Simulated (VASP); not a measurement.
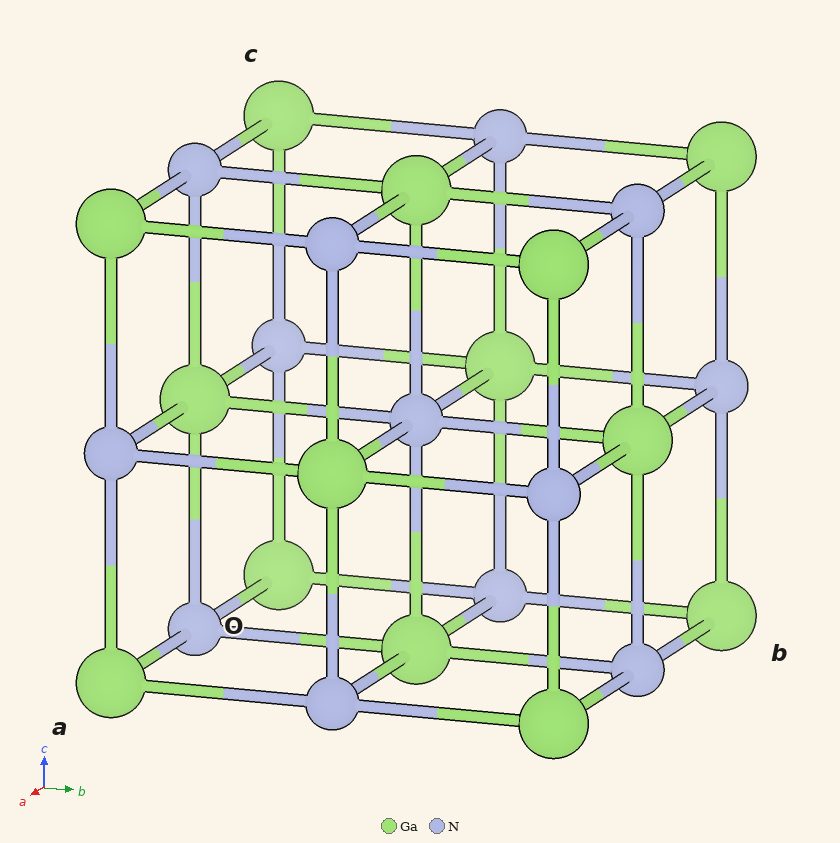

Crystal: GaN, a cell listed in the Materials Project, as set up for an electronic-structure calculation. One unit cell is drawn above. All values are computed from the atomic coordinates in the standard setting (tolerance 0.002 Å).

```
Ga N
1.0
     4.27047    0.00000    0.00000
     0.00000    4.27047    0.00000
     0.00000    0.00000    4.27047
Ga N
4 4
Direct
  0.00000 0.00000 0.00000
  0.00000 0.50000 0.50000
  0.50000 0.00000 0.50000
  0.50000 0.50000 0.00000
  0.50000 0.00000 0.00000
  0.50000 0.50000 0.50000
  0.00000 0.00000 0.50000
  0.00000 0.50000 0.00000
```

What is its point group?

m-3m (Oh), order 48, cubic system: three fourfold axes, four threefold axes, six twofold axes, nine mirror planes, an inversion centre.

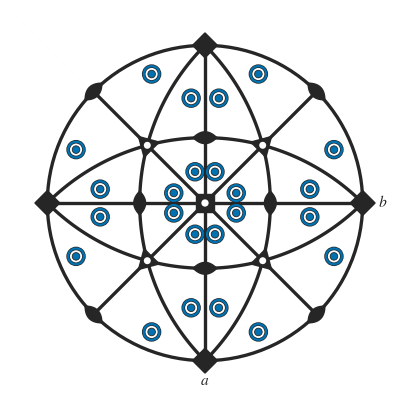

Stereographic projection: filled dots lie in the upper hemisphere, open rings in the lower; heavy lines are mirror planes (a heavy rim: a mirror in the plane of the page); lens, triangle, square and hexagon are 2-, 3-, 4- and 6-fold axes, a lens in an open square is −4, a triangle in an open hexagon −6; thin dashed diameters join the ends of axes that lie in the page; a small open circle marks inversion. The poles are one general form. The c axis points at the viewer.

What does this class allow?

Class m-3m is centrosymmetric, so neither piezoelectric nor pyroelectric; it is not chiral. Its Laue class is m-3m.
